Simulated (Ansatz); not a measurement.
## Electronic structure of Hf₉Si₇O₃₂ (cell with a defect) in real space

Input

```
crystal:
  lattice:
    - [0.0, -6.6454903868, -6.014447509]
    - [6.6454903868, 0.0, 6.014447509]
    - [-6.6454903868, 0.0, 6.014447509]
  atoms:
    - { symbol: Hf, position: [0.0, 0.125, 0.625] }
    - { symbol: Hf, position: [0.5, 0.875, 0.875] }
    - { symbol: Hf, position: [0.0, 0.625, 0.125] }
    - { symbol: Hf, position: [0.5, 0.375, 0.375] }
    - { symbol: Hf, position: [0.0, 0.5, 0.5] }
    - { symbol: Hf, position: [0.5, 0.25, 0.75] }
    - { symbol: Hf, position: [0.0, 0.0, 0.0] }
    - { symbol: Hf, position: [0.5, 0.75, 0.25] }
    - { symbol: Hf, position: [0.5, 0.625, 0.625] }
    - { symbol: Si, position: [0.0, 0.375, 0.875] }
    - { symbol: Si, position: [0.5, 0.125, 0.125] }
    - { symbol: Si, position: [0.0, 0.875, 0.375] }
    - { symbol: Si, position: [0.0, 0.25, 0.25] }
    - { symbol: Si, position: [0.5, 0.0, 0.5] }
    - { symbol: Si, position: [0.0, 0.75, 0.75] }
    - { symbol: Si, position: [0.5, 0.5, 0.0] }
    - { symbol: O, position: [0.1841948239, 0.2515632976, 0.2515632976] }
    - { symbol: O, position: [0.6841948239, 0.0015632976, 0.5015632976] }
    - { symbol: O, position: [0.1841948239, 0.7515632976, 0.7515632976] }
    - { symbol: O, position: [0.6841948239, 0.5015632976, 0.0015632976] }
    - { symbol: O, position: [0.5, 0.6265632976, 0.4423684737] }
    - { symbol: O, position: [0.0, 0.3765632976, 0.6923684737] }
    - { symbol: O, position: [0.5, 0.1265632976, 0.9423684737] }
    - { symbol: O, position: [1.0, 0.8765632976, 0.1923684737] }
    - { symbol: O, position: [0.3158051761, 0.3173684737, 0.8173684737] }
    - { symbol: O, position: [0.8158051761, 0.0673684737, 0.0673684737] }
    - { symbol: O, position: [0.3158051761, 0.8173684737, 0.3173684737] }
    - { symbol: O, position: [0.8158051761, 0.5673684737, 0.5673684737] }
    - { symbol: O, position: [0.5, 0.4423684737, 0.6265632976] }
    - { symbol: O, position: [0.0, 0.1923684737, 0.8765632976] }
    - { symbol: O, position: [0.5, 0.9423684737, 0.1265632976] }
    - { symbol: O, position: [0.0, 0.6923684737, 0.3765632976] }
    - { symbol: O, position: [0.3158051761, 0.6234367024, 0.6234367024] }
    - { symbol: O, position: [0.8158051761, 0.3734367024, 0.8734367024] }
    - { symbol: O, position: [0.3158051761, 0.1234367024, 0.1234367024] }
    - { symbol: O, position: [0.8158051761, 0.8734367024, 0.3734367024] }
    - { symbol: O, position: [0.5, 0.6826315263, 0.9984367024] }
    - { symbol: O, position: [0.0, 0.4326315263, 0.2484367024] }
    - { symbol: O, position: [0.5, 0.1826315263, 0.4984367024] }
    - { symbol: O, position: [0.0, 0.9326315263, 0.7484367024] }
    - { symbol: O, position: [0.6841948239, 0.8076315263, 0.8076315263] }
    - { symbol: O, position: [0.1841948239, 0.5576315263, 0.0576315263] }
    - { symbol: O, position: [0.6841948239, 0.3076315263, 0.3076315263] }
    - { symbol: O, position: [0.1841948239, 0.0576315263, 0.5576315263] }
    - { symbol: O, position: [0.0, 0.2484367024, 0.4326315263] }
    - { symbol: O, position: [0.5, 0.9984367024, 0.6826315263] }
    - { symbol: O, position: [0.0, 0.7484367024, 0.9326315263] }
    - { symbol: O, position: [0.5, 0.4984367024, 0.1826315263] }
  host:
    lattice:
      - [-3.3227451934, 3.3227451934, 3.0072237545]
      - [3.3227451934, -3.3227451934, 3.0072237545]
      - [3.3227451934, 3.3227451934, -3.0072237545]
    atoms:
      - { symbol: Hf, position: [0.75, 0.25, 0.5] }
      - { symbol: Hf, position: [0.0, 0.0, 0.0] }
      - { symbol: Si, position: [0.25, 0.75, 0.5] }
      - { symbol: Si, position: [0.5, 0.5, 0.0] }
      - { symbol: O, position: [0.1347369474, 0.3189317713, 0.8158051761] }
      - { symbol: O, position: [0.0689317713, 0.7531265952, 0.6841948239] }
      - { symbol: O, position: [0.5031265952, 0.3189317713, 0.1841948239] }
      - { symbol: O, position: [0.0689317713, 0.3847369474, 0.3158051761] }
      - { symbol: O, position: [0.6152630526, 0.9310682287, 0.6841948239] }
      - { symbol: O, position: [0.6810682287, 0.8652630526, 0.1841948239] }
      - { symbol: O, position: [0.2468734048, 0.9310682287, 0.3158051761] }
      - { symbol: O, position: [0.6810682287, 0.4968734048, 0.8158051761] }
basis:
  ecutwfc: 420
  xc_grid: 2
kpoints:
  mp_grid: { grid: [2, 2, 2], shift: [0.5, 0.5, 0.5] }
hamiltonian:
  xc: pbe
scf:
  occupations: { method: gaussian, width: 0.01 }
output:
  forces: true
  stress: false
  eigenvalues: true
  charged_corrections:
    defect_position: [0.5, 0.625, 0.625]
    epsilon: [[12.6905, 0.0, 0.0], [0.0, 12.6905, 0.0], [0.0, 0.0, 12.4803]]
  write_density: true
  write_potential: true
  elf: true
  volumetric_format: npy
relax:
  adjacent_minimum: "off"
  f_tol: 0.025
  max_steps: 45
```

Command:

```sh
ansatz run input.yaml --threads 4 --pin off --max-ram 10240MiB --backend cpu --events-out ev --progress --plain --runs-dir out
```

The fields are those of the run's last geometry, not of the input's.

Method: Ansatz 0.2.0, DFT PBE, scalar-relativistic, plane waves, PAW.

In a PAW calculation such maps are meaningful between the atoms, not at the nuclei.

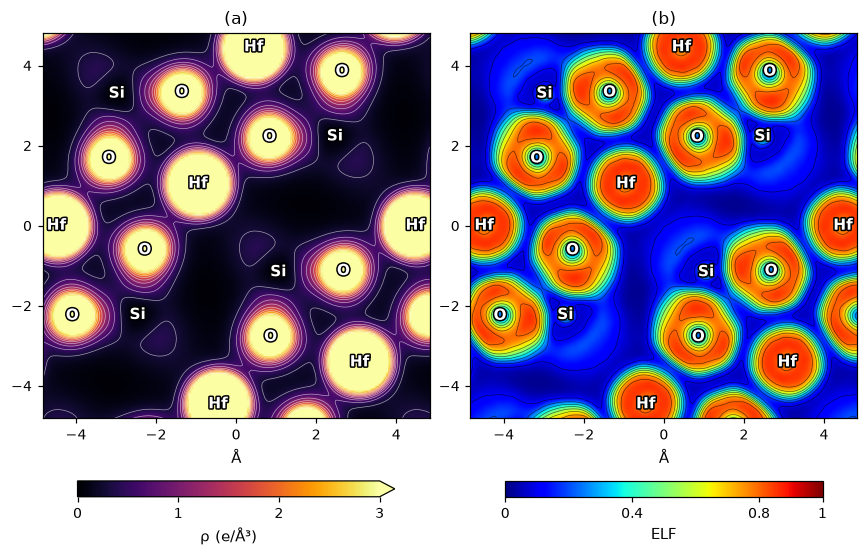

Figure 1. (a) valence electron density; (b) electron localisation function on the (011̄) plane of the calculation cell.

Q: What do the fields say about this system?

A:
- The section cuts through Hf, Si and O sites.
- Si–O (1.63 Å): ρ at the midpoint is about 1.2 e/Å³; the ELF peaks at about 0.85 between the atoms: a polar covalent bond.
- Hf–O (2.13 Å): ρ is about 0.66 e/Å³ halfway; the ELF peaks at about 0.85 in the valence shell of O, 0.6 Å from its nucleus, and drops to about 0.15 between the two atoms: no shared electron pair shows on this line.
- Between the atoms the lowest density in this plane is 0.04 e/Å³.
- The features right at Hf lie inside the PAW spheres, where the map follows smoothed inner orbitals and isn't to be read closely.

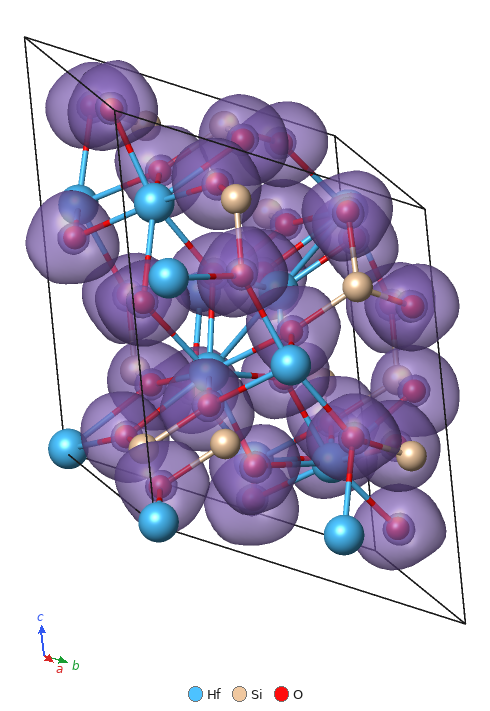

Figure 2. Isosurface of the ELF at 0.65 (purple), seen slightly off an axis. Only the valence region is drawn (cores and ρ < 0.01 e/Å³ removed). Sticks mark near contacts.

Q: Describe the localisation domains.

A: The ELF exceeds this value in 28 regions on O in which the atom's valence shell and bonds are merged and four regions wrapped around O (the valence shell of each), counted in one cell of 48 atoms. Any copies at cell faces, edges or corners count once. Profiles from the grid: Si–O (1.61 Å): the ELF peaks at about 0.85 between the atoms, as expected for a short, strongly polar bond. Hf–O (1.90 Å): the ELF peaks at about 0.80 in the valence shell of O, 0.5 Å from its nucleus, and drops to about 0.25 between the two atoms; no shared electron pair shows on this line.

Q: Does the calculation make it a metal, or give it a gap?

A: It is gapped, with a Kohn–Sham gap of 5.2 eV on the k-point mesh (the band edges may lie off the mesh, which would make the gap smaller).
